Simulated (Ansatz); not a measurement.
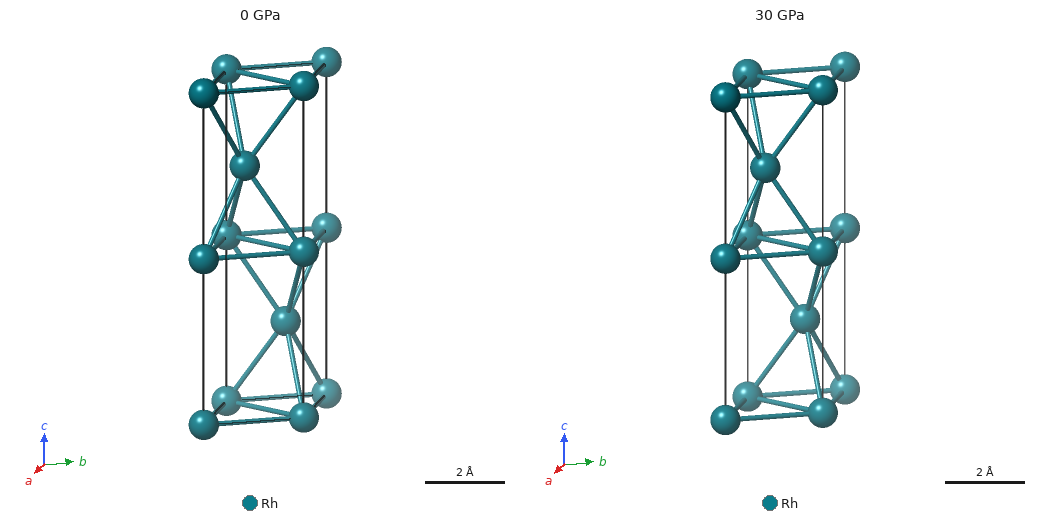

Rh, double hexagonal close-packed (α-La type), space group P6₃/mmc (No. 194), relaxed (cell and atoms) under a series of hydrostatic pressures; the conventional cell is drawn at the lowest and the highest, to one scale (sticks follow a distance rule). The start was a structure listed in the Materials Project. This isn't the form of Rh at room conditions, which is fcc.

Alike in all runs: Ansatz 0.2.0; functional PBEsol; potentials Ansatz PAW; cutoff 420 eV; k mesh 11 × 11 × 3 on the run's cell of 4 atoms; occupations fermi-dirac, width 0.05 eV; no spin polarisation; no spin-orbit coupling.

```tsv
pressure (GPa)	volume (Å³/atom)	a (Å)	c (Å)
0.0	13.532	2.678	8.713
2.0	13.440	2.672	8.693
5.0	13.311	2.663	8.666
10.0	13.112	2.650	8.624
20.0	?	?	?
30.0	12.455	2.605	8.480
```

**Fit a third-order Birch-Murnaghan equation to the rows given and use it to fill in the volume that is left out.**

The fit gives V0 = 13.53 Å³/atom, B0 = 294 GPa and B0′ = 5.0, which puts the volume at 20.0 GPa at 12.76 Å³/atom. The run gave volume 12.759 Å³/atom; a 2.626 Å; c 8.547 Å.

**Which axis yields most up to 30 GPa?**

The axes shrink nearly alike: a −2.7 %, c −2.7 %, against −8.0 % in volume.

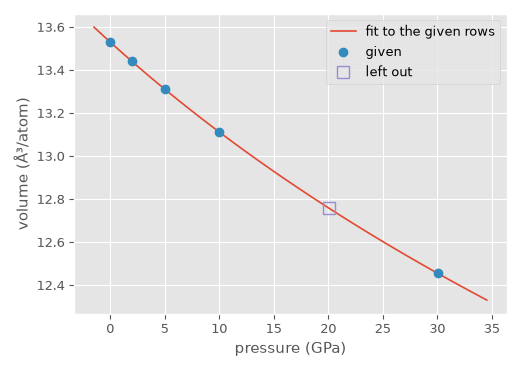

Volume against pressure, with the fit. The structure was kept in its own symmetry, so a change to another phase within this range wouldn't be seen.

Caveat: the plane-wave basis is chosen anew once the cell has moved, so the energies of steps on either side of that aren't comparable.
